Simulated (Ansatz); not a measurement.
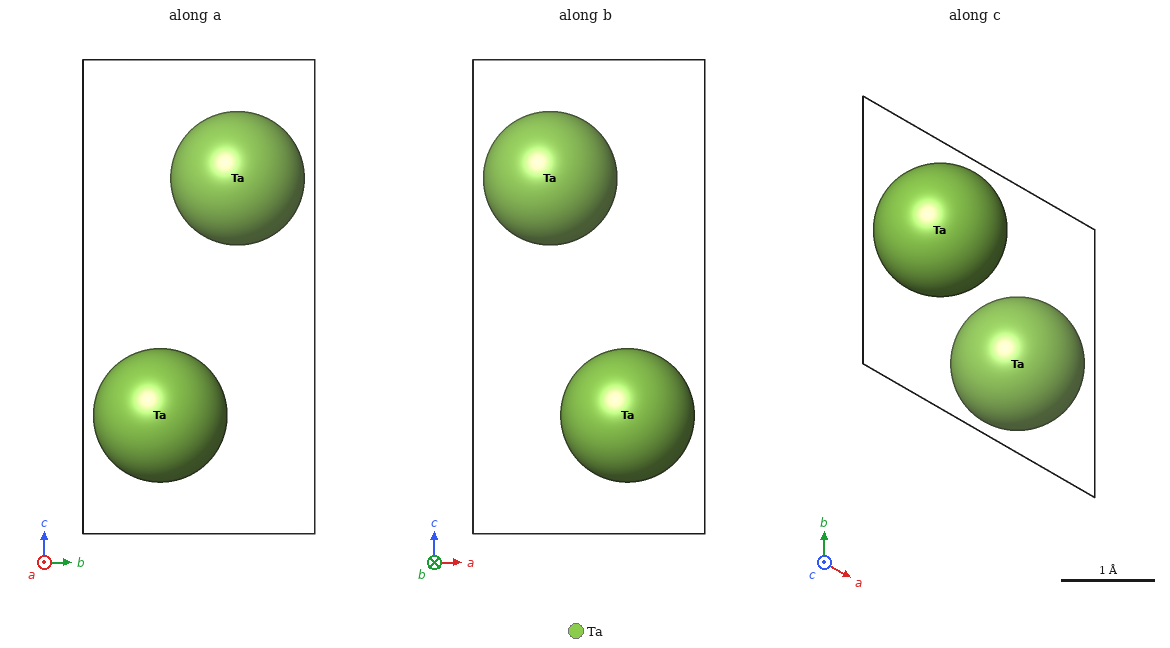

Structure drawing (spheres-only), viewed along the a axis, along the b axis and along the c axis. The wireframe shows the conventional unit cell.

Lattice parameters: a = 2.9008 Å, b = 2.9008 Å, c = 5.1396 Å, α = 90.000°, β = 90.000°, γ = 120.000°.

Convert the drawing into a CIF in P1 with every atom of the cell.

```cif
data_structure
_symmetry_space_group_name_H-M 'P 1'
_symmetry_Int_Tables_number 1
_cell_length_a 2.9008
_cell_length_b 2.9008
_cell_length_c 5.1396
_cell_angle_alpha 90.000
_cell_angle_beta 90.000
_cell_angle_gamma 120.000
_cell_volume 37.46
loop_
_atom_site_label
_atom_site_type_symbol
_atom_site_fract_x
_atom_site_fract_y
_atom_site_fract_z
_atom_site_occupancy
Ta1 Ta 0.3333 0.6667 0.7500 1
Ta2 Ta 0.6667 0.3333 0.2500 1
```

The structure was taken from a structure type filled with this element by a generator (whether the element takes this form wasn't checked). Earlier steps of the study may have refined or changed the cell and positions. It was run through Ansatz as a DFT input.
